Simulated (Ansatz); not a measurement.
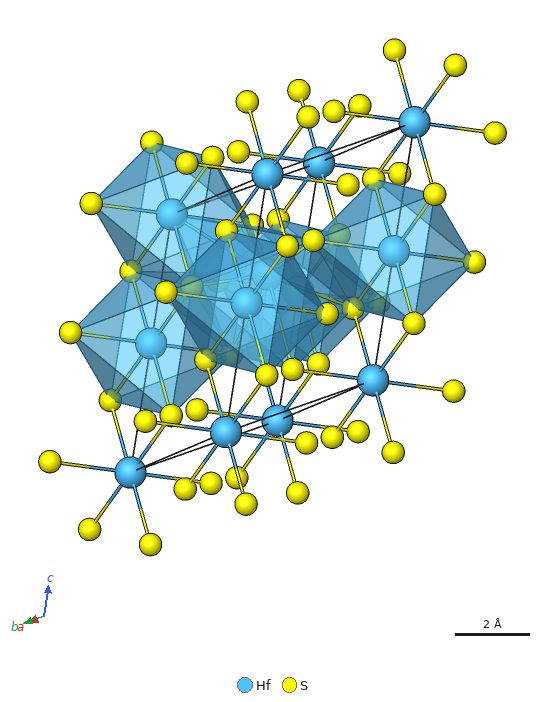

*The input geometry (polyhedral view of the cell of the calculation, seen at an oblique angle; polyhedra are completed across the faces of the cell).*

**Single-point calculation of Hf3S8 (charge −4)**

Hf3S8 (defect cell, 11 atoms in the cell, total charge −4), computed with DFT LDA, scalar-relativistic, plane waves, PAW, no spin polarisation (Ansatz 0.2.0).

The structure derives from a Materials Project entry. Figures and captions count atoms from 1; the log counts them from 0 in places.

Log:
```
Engine: ansatz 0.2.0, aarch64-unknown-linux-gnu
Pseudopotentials: kind: paw
Pseudopotential: Hf, paw, valence charge 26, recommended cutoff 420 eV (normal), Hf.paw.azcp
Pseudopotential: S, paw, valence charge 6, recommended cutoff 420 eV (normal), S.paw.azcp
Functional definition: SPW92
  exchange = slater_x
  correlation = pw_c
Crystal: 11 atoms, lattice volume = 249.071 Å³
Basis set: ecut = 420 eV, 4893 PW (Γ)
Bands: 78, of which v1, the nominal top of the filled ones, is band 65 counted from 1 (64 counted from 0)
Symmetry: 1 space group operations
Space group: P1 (ITA 1), of the structure as read, at distance tolerance 6.3e-5 Å
k-points: 36 of 64 (time reversal used)
Non-local potential: Hf, projectors of the file, l = 0: 3, l = 1: 2, l = 2: 2, l = 3: 3
Non-local potential: S, projectors of the file, l = 0: 2, l = 1: 2, l = 2: 2
PAW form: soft (Blöchl's): semilocal exchange-correlation on the pseudo side does not see the compensation charge
PAW frozen core: Hf, regenerated for the run's functional, and the local potential with it (the file was generated under x = pbe(κ = 0.804, μ = 0.2195149727645171), c = pbe(β = 0.06672455060314922))
PAW frozen core: S, regenerated for the run's functional, and the local potential with it (the file was generated under x = pbe(κ = 0.804, μ = 0.2195149727645171), c = pbe(β = 0.06672455060314922))
PAW one-centre angular grid: Hf, 590 points (default); XC on 64 Gauss nodes
PAW one-centre angular grid: S, 110 points (default); XC on 64 Gauss nodes
Initial density: superposition of atomic densities (neutral atoms scaled as one to the charged cell's electrons: chi_scale 0, normalization atom), corrected by the library's trained network
Initial wavefunctions: pseudopotential atomic-orbital guess
Functional: x = slater, c = lda
SCF iter   1: F=—  HF=-53398.203465 eV  |F-HF|=—  |Δ(HF+E_count)|=         —  Δρ=1.43e-1  dr2=1.18e2  ethr=1.77e-3  ⟨swp⟩=6.7  Hψ=12311  notcnv=0  defer=58
preconditioner: auto → Resta (q_TF=auto, 2.448 Å⁻¹)  ε∞=6.3  [insulator: Δε(μ)=2.327 eV  Ē_g=11.355 eV  σ=0.050 eV  W_gap=1.00  n_scr=70 (ndim 8)  ℏωp=26.2 eV  f_vac=0.026  D(μ)=0.00/eV (n_scr^D=0)  ε∞_Penn≈6.3]
SCF iter   2: F=—  HF=-53369.349083 eV  |F-HF|=—  |Δ(HF+E_count)|=    2.89e1  Δρ=3.73e-2  dr2=1.26e1  ethr=1.77e-3  ⟨swp⟩=4.6  Hψ=8218  notcnv=0  defer=227
SCF iter   3: F=—  HF=-53364.012546 eV  |F-HF|=—  |Δ(HF+E_count)|=    5.34e0  Δρ=2.32e-2  dr2=2.07e0  ethr=1.77e-3  ⟨swp⟩=4.3  Hψ=7223  notcnv=0  defer=231
SCF iter   4: F=—  HF=-53363.237800 eV  |F-HF|=—  |Δ(HF+E_count)|=   7.75e-1  Δρ=1.14e-2  dr2=4.87e-1  ethr=1.59e-3  ⟨swp⟩=3.7  Hψ=6087  notcnv=0  defer=233
SCF iter   5: F=—  HF=-53363.432025 eV  |F-HF|=—  |Δ(HF+E_count)|=   1.94e-1  Δρ=8.03e-3  dr2=5.47e-1  ethr=3.74e-4  ⟨swp⟩=4.1  Hψ=5468  notcnv=0  defer=232
SCF iter   6: F=—  HF=-53363.330379 eV  |F-HF|=—  |Δ(HF+E_count)|=   1.02e-1  Δρ=3.32e-3  dr2=8.28e-2  ethr=3.74e-4  ⟨swp⟩=3.9  Hψ=5042  notcnv=0  defer=231
SCF iter   7: F=—  HF=-53363.321735 eV  |F-HF|=—  |Δ(HF+E_count)|=   8.64e-3  Δρ=2.04e-3  dr2=2.53e-2  ethr=6.37e-5  ⟨swp⟩=3.5  Hψ=5261  notcnv=0  defer=231
SCF iter   8: F=—  HF=-53363.313046 eV  |F-HF|=—  |Δ(HF+E_count)|=   8.69e-3  Δρ=6.11e-4  dr2=1.81e-3  ethr=1.95e-5  ⟨swp⟩=2.2  Hψ=4385  notcnv=0  defer=230
SCF iter   9: F=—  HF=-53363.312961 eV  |F-HF|=—  |Δ(HF+E_count)|=   8.46e-5  Δρ=2.25e-4  dr2=2.94e-4  ethr=1.39e-6  ⟨swp⟩=2.0  Hψ=4920  notcnv=0  defer=230
SCF iter  10: F=—  HF=-53363.312909 eV  |F-HF|=—  |Δ(HF+E_count)|=   5.16e-5  Δρ=5.80e-5  dr2=1.16e-5  ethr=2.26e-7  ⟨swp⟩=2.0  Hψ=4172  notcnv=0  defer=230
SCF iter  11: F=—  HF=-53363.312768 eV  |F-HF|=—  |Δ(HF+E_count)|=   1.42e-4  Δρ=3.43e-5  dr2=5.49e-6  ethr=8.92e-9  ⟨swp⟩=2.0  Hψ=5077  notcnv=0  defer=230
SCF iter  12: F=—  HF=-53363.312764 eV  |F-HF|=—  |Δ(HF+E_count)|=   3.99e-6  Δρ=1.41e-5  dr2=7.87e-7  ethr=4.22e-9  ⟨swp⟩=2.0  Hψ=4923  notcnv=0  defer=230
SCF iter  13: F=—  HF=-53363.312764 eV  |F-HF|=—  |Δ(HF+E_count)|=   1.33e-7  Δρ=6.31e-6  dr2=1.65e-7  ethr=6.05e-10  ⟨swp⟩=2.6  Hψ=4621  notcnv=0  defer=230
SCF iter  14: F=-53363.312764 eV  HF=-53363.312764 eV  |F-HF|=1.08e-8  |Δ(HF+E_count)|=   1.16e-9  Δρ=2.17e-6  dr2=2.00e-8  ethr=7.69e-11  ⟨swp⟩=18.6  Hψ=24390  notcnv=0
SCF 1 converged in 14 iterations: F = -53363.312764 eV  dr2 = 2.00e-8
  greatest PAW one-centre occupation: 0.998 electrons in one spin orbital (limit 2), on the Hf atom at site 2 (counted from 0), in its partial waves of l = 3
```

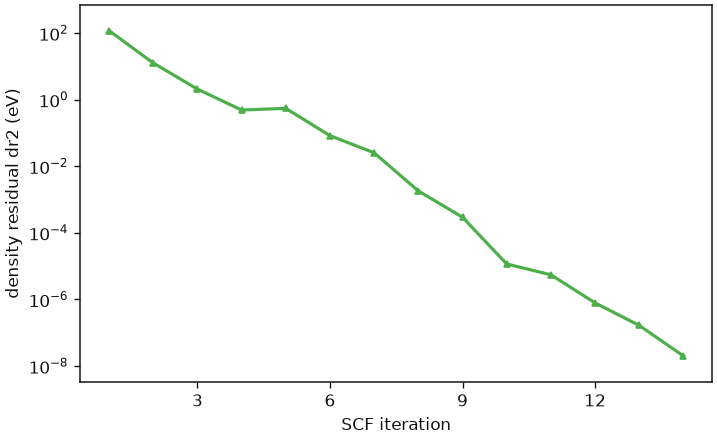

*Convergence of the self-consistent field: density residual dr2 against the SCF iteration.*

The residual falls almost steadily, with no more than small rises.

```
SCF converged after 14 iterations
Free energy (F): -53363.312764 eV
Harris-Foulkes:  -53363.312764 eV  (|F-HF|=1.08e-8)
Internal energy: -53363.312738 eV  (E = F + TS)
E sigma→0 (E₀):  -53363.312751 eV
Entropy (-TS):   -0.000026 eV (-0.002 meV/atom)
Fermi energy:    8.632169 eV
--- Per-component energies (eV) ---
  E_band       = -693.071815
  E_kinetic    = 2200.037582
  E_local      = -25917.156393  (includes V_loc(G=0)·N_el)
  E_nonlocal   = -3452.065510
  E_hartree    = 11923.571200
  E_xc         = -1706.015897
  E_vxc        = -1557.270949  (∫ρ·V_xc dr)
  E_paw        = -24615.873448  (= ΣΔE_a)
  E_vpaw       = 4186.250739  (= ΣTr[D̂ρ^β])
  E_aug_tail   = 0.000009  (compensation charges beyond the density's cutoff)
  E_ewald      = -11804.407590
  E_core_change = 8.597308  (= ΣΔE_core)
  E_smearing   = -0.000026  (= −TS)
  E_closure    = -0.000000  (closes the sum)
  E_deformation_potential = -59.112392  (in the stress; not in F)
  Σ components = -53363.312764   (vs F -53363.312764, Δ=0.00e0)
--- Forces (eV/Å), atoms counted from 1 ---
  atom   1  Hf     8.01552836    -4.76267082     3.55102376
  atom   2  Hf    -3.34563732    -0.88215216     1.17289277
  atom   3  Hf     1.15675968     0.18206183    -1.20056303
  atom   4  S     -4.83486697     2.43550058    -5.19102813
  atom   5  S     -1.08370175     0.46965808     1.25042059
  atom   6  S      0.45365914     0.45185615     0.61832391
  atom   7  S     -0.58564375     0.12101233     0.37893349
  atom   8  S      0.79453432     0.76858648    -1.03145021
  atom   9  S      0.32227821     1.34628278     0.75709491
  atom  10  S     -0.52049389    -0.24898501    -0.74825317
  atom  11  S     -0.37241874     0.11885472     0.44263071
  max |Σ_I F_I| component: 2.56e-5 eV/Å
--- Stress (GPa, compression-positive) ---
       -1.825636      -1.347780       5.745121
       -1.347780      -4.924830      -1.359357
        5.745121      -1.359357      -0.057712
  P = ⅓ Tr σ = -2.2694 GPa (-22.694 kbar)
--- Band table (eV; the first three rows and the last of 36) ---
  k-point 0: bands = ["-54.0620", "-54.0567", "-53.6860", "-23.0065", "-22.8888", "-22.8204", "-22.7625", "-22.7015", "-22.6813", "-22.6663", "-22.4786", "-22.4169", "-5.7120", "-4.6720", "-4.4217", "-4.1351", "-4.0834", "-4.0108", "-4.0076", "-4.0017", "-4.0000", "-3.9984", "-3.9913", "-3.9896", "-3.9832", "-3.9735", "-3.9630", "-3.9448", "-3.9241", "-3.8303", "-3.7207", "-3.5879", "-3.5800", "-3.5720", "-3.5550", "-3.5268", "-3.4558", "-3.4007", "-3.0639", "-2.7241", "-2.5155", "2.2299", "2.5806", "2.7125", "3.4292", "3.8646", "3.9644", "4.5629", "4.7957", "4.8867", "5.0239", "5.2552", "5.3252", "5.3934", "5.6970", "6.3214", "6.5821", "6.9365", "7.0721", "7.3311", "7.4089", "7.5764", "8.1218", "8.2800", "8.3999", "8.8299", "9.0943", "9.2168", "10.9209", "10.9710", "11.4610", "11.5554", "11.7034", "11.8859", "12.2104", "12.4826", "12.8342", "13.2275"]
  k-point 1: bands = ["-54.0614", "-54.0573", "-53.6860", "-22.9869", "-22.8870", "-22.8296", "-22.7517", "-22.7009", "-22.6858", "-22.6823", "-22.4830", "-22.4174", "-5.5871", "-4.6791", "-4.4991", "-4.1307", "-4.0839", "-4.0336", "-4.0099", "-3.9994", "-3.9980", "-3.9945", "-3.9917", "-3.9853", "-3.9806", "-3.9734", "-3.9661", "-3.9471", "-3.9203", "-3.8595", "-3.6925", "-3.5904", "-3.5800", "-3.5709", "-3.5552", "-3.5403", "-3.4587", "-3.3966", "-3.1784", "-2.7606", "-2.5113", "2.4914", "2.8337", "3.0875", "3.6176", "3.8815", "3.9615", "4.4538", "4.6613", "4.8211", "4.9980", "5.1622", "5.2688", "5.4725", "5.8861", "6.1063", "6.2740", "6.6180", "6.8358", "6.9346", "7.1441", "7.3528", "7.7174", "8.1687", "8.5166", "9.1307", "9.2698", "9.4435", "10.7371", "10.9648", "11.2715", "11.5427", "11.6301", "11.8319", "12.3027", "12.7297", "12.9427", "13.5898"]
  k-point 2: bands = ["-54.0605", "-54.0581", "-53.6860", "-22.9613", "-22.8900", "-22.8397", "-22.7231", "-22.7210", "-22.6981", "-22.6879", "-22.4875", "-22.4178", "-5.4154", "-4.7391", "-4.5846", "-4.1255", "-4.0846", "-4.0511", "-4.0078", "-3.9990", "-3.9951", "-3.9944", "-3.9938", "-3.9886", "-3.9767", "-3.9726", "-3.9673", "-3.9541", "-3.9374", "-3.8642", "-3.6384", "-3.5933", "-3.5813", "-3.5718", "-3.5531", "-3.5176", "-3.5023", "-3.3932", "-3.2882", "-2.7972", "-2.5088", "2.8563", "3.1281", "3.5495", "3.7787", "3.8543", "4.1201", "4.3454", "4.4746", "4.7200", "5.0130", "5.1271", "5.2016", "5.2904", "5.6910", "5.8821", "6.0967", "6.2621", "6.6026", "6.8943", "7.0475", "7.0970", "7.4321", "8.0420", "8.5331", "9.2421", "9.3209", "10.2936", "10.4374", "10.5348", "10.9364", "11.4728", "11.6302", "11.9615", "12.3384", "13.1863", "13.2773", "13.4510"]
  k-point 35: bands = ["-54.0605", "-54.0581", "-53.6860", "-22.9613", "-22.8901", "-22.8398", "-22.7232", "-22.7210", "-22.6980", "-22.6880", "-22.4875", "-22.4178", "-5.2008", "-4.7427", "-4.6039", "-4.1385", "-4.0847", "-4.0624", "-4.0061", "-3.9956", "-3.9953", "-3.9943", "-3.9914", "-3.9883", "-3.9773", "-3.9711", "-3.9685", "-3.9525", "-3.9436", "-3.8476", "-3.6197", "-3.5993", "-3.5850", "-3.5706", "-3.5600", "-3.5581", "-3.5345", "-3.4409", "-3.3468", "-2.8527", "-2.6741", "3.0195", "3.3395", "3.3630", "3.7954", "4.0452", "4.2804", "4.4138", "4.6009", "4.7476", "4.8333", "5.0500", "5.2048", "5.4576", "5.5084", "5.9297", "6.1821", "6.5203", "6.6314", "6.7183", "6.9309", "7.1191", "7.3902", "7.6277", "8.0864", "9.2706", "9.6437", "10.3248", "10.6044", "10.8046", "11.1868", "11.4281", "11.7090", "11.8218", "12.4761", "12.9543", "12.9818", "13.2116"]
```

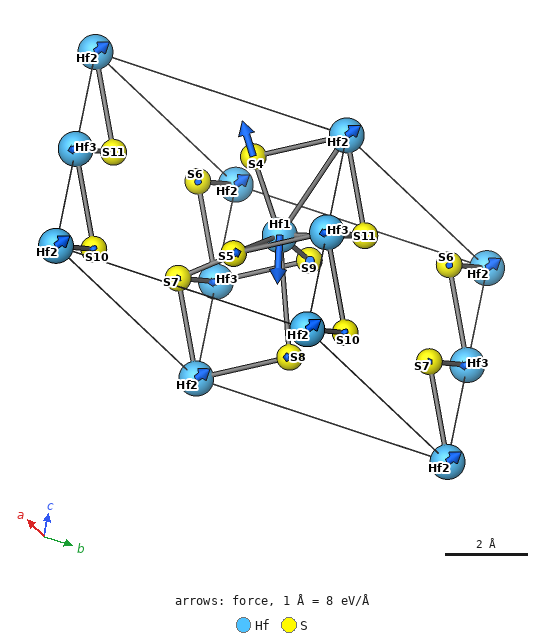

*Forces on the atoms as blue arrows (ball-and-stick view of the cell of the calculation, seen at an oblique angle; atoms are numbered from 1 in the order of the input); the smallest are left out.*

The largest act on Hf1 (9.98 eV/Å); S4 (7.50 eV/Å); Hf2 (3.65 eV/Å). The geometry is not a stationary point of this energy.

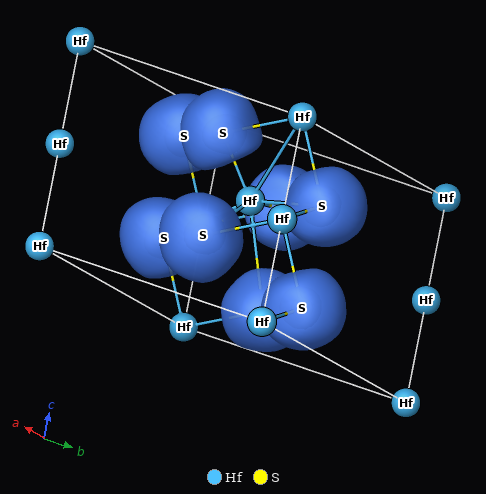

*Isosurface of the ELF at 0.75 (blue), seen at an oblique angle. Core shells and regions of very low density are left out. Sticks mark near contacts. The outline is the calculation cell.*

Values along the shortest contacts: Hf–S (2.03 Å): the ELF is about 0.45 at the midpoint. Hf–Hf (3.08 Å): the ELF is about 0.25 at the midpoint. In a PAW calculation such maps are meaningful between the atoms, not at the nuclei.

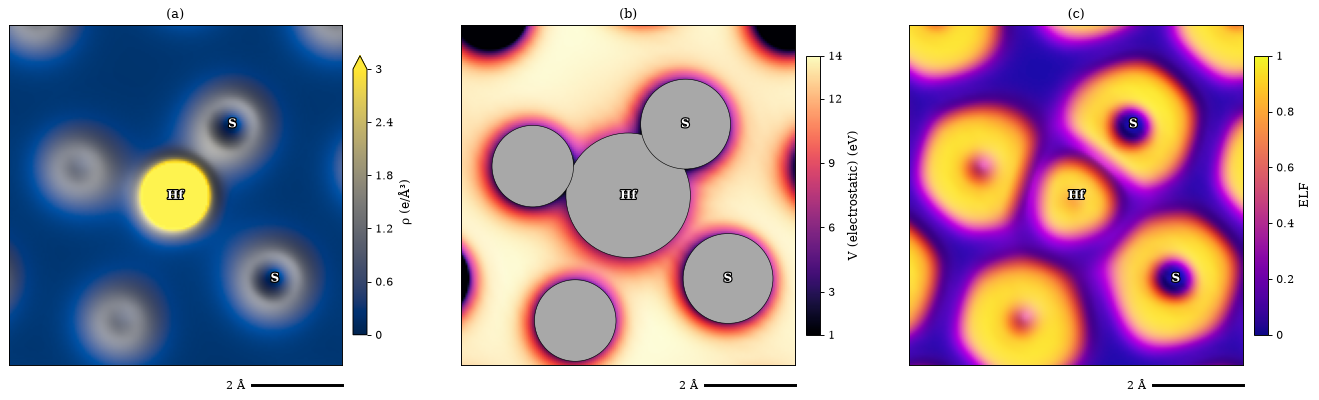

*(a) valence pseudo-density; (b) electrostatic potential energy of an electron; (c) ELF on the (010) plane of the calculation cell. Grey discs, where drawn, cover atomic cores.*

Atoms in the plane: Hf and S. Hf–S (2.03 Å): ρ at the midpoint is about 1.3 e/Å³; the ELF is about 0.45 at the midpoint. Away from the nuclei the density in this plane falls to 0.02 e/Å³ at its lowest. The strong features right at Hf lie inside the PAW spheres (semicore, d or f shells) and say nothing about bonding. Outside the cores the potential energy rises away from the atoms and is highest about 2.0 Å from the nearest atoms; outside the discs it spans about 12 eV, and its zero is arbitrary.

This output came from the following input.

Input:
```yaml
crystal:
  lattice:
    - [-1.778369426, -3.0802262006, -5.6836595072]
    - [-1.778369426, -3.0802262006, 5.6836595072]
    - [-3.5567388522, 6.1604524011, 0.0]
  atoms:
    - { symbol: Hf, position: [0.5378705953, 0.5378705953, 0.6022852977] }
    - { symbol: Hf, position: [0.0, 0.0, 0.0] }
    - { symbol: Hf, position: [0.0, 0.0, 0.5] }
    - { symbol: S, position: [0.7938523428, 0.5394809906, 0.8333333333] }
    - { symbol: S, position: [0.7938523428, 0.5394809906, 0.3333333333] }
    - { symbol: S, position: [0.2938523428, 0.0394809906, 0.8333333333] }
    - { symbol: S, position: [0.2938523428, 0.0394809906, 0.3333333333] }
    - { symbol: S, position: [0.2061476572, 0.4605190094, 0.1666666667] }
    - { symbol: S, position: [0.2061476572, 0.4605190094, 0.6666666667] }
    - { symbol: S, position: [0.7061476572, 0.9605190094, 0.1666666667] }
    - { symbol: S, position: [0.7061476572, 0.9605190094, 0.6666666667] }
total_charge: -4
basis:
  ecutwfc: 420
kpoints:
  mp_grid: { grid: [4, 4, 4] }
hamiltonian:
  xc: lda
  pseudopotentials: { kind: paw }
scf:
  occupations: { method: gaussian, width: 0.05 }
output:
  forces: true
  stress: true
  eigenvalues: true
  write_density: true
  write_potential: true
  elf: true
  volumetric_format: npy
```

Launched with:
```bash
ansatz run input.yaml --threads 4 --pin off --max-ram 8192MiB --backend cpu --events-out ev --progress --plain --runs-dir out
```

Key numbers:

```json
{"quantity": "outcome", "value": "converged"}
{"quantity": "electrons treated", "value": "130"}
{"quantity": "free energy", "value": "−53363.3128 eV"}
{"quantity": "Fermi energy", "value": "8.632 eV"}
{"quantity": "gap on the k-point mesh", "value": "0.20 eV"}
{"quantity": "pressure", "value": "−2.27 GPa"}
{"quantity": "largest force (length of the vector)", "value": "9.977 eV/Å"}
{"quantity": "hardware", "value": "4 threads of Arm Neoverse N1, 98 GiB of memory available, shared host"}
{"quantity": "wall time", "value": "60 s (CPU time 3.9 min)"}
{"quantity": "peak memory", "value": "0.92 GiB"}
```

Remarks:

Spin–orbit coupling is left out, which matters for Hf.
